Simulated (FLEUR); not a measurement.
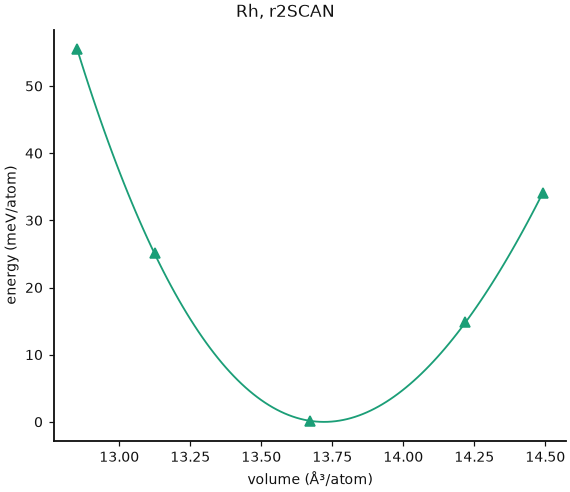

Plotted: energy against volume for Rh, space group Fm-3m (No. 225).

Cell as given: a = 2.684 Å, b = 2.684 Å, c = 2.684 Å, α = 60.00°, β = 60.00°, γ = 60.00°; 1 atom.

How it was computed, with FLEUR MaX-R8.1 (later development tree): all-electron LAPW DFT, no spin polarisation; energies at scaled volumes of the given cell, shape and fractions fixed, counted from the fit's minimum, third-order Birch-Murnaghan fit. Level: r2SCAN.

```tsv
setting	value
k mesh	12×12×12
occupations	Fermi–Dirac
smearing width	0.05 eV
potentials	all electron
program settings	basis FLAPW, kmax 4.26 1/bohr
```

Tabulate the plotted points.

```json
{"volume (Å³/atom)": "12.85", "energy (meV/atom)": "55.56"}
{"volume (Å³/atom)": "13.12", "energy (meV/atom)": "25.07"}
{"volume (Å³/atom)": "13.67", "energy (meV/atom)": "0.11"}
{"volume (Å³/atom)": "14.22", "energy (meV/atom)": "14.83"}
{"volume (Å³/atom)": "14.49", "energy (meV/atom)": "34.13"}
```
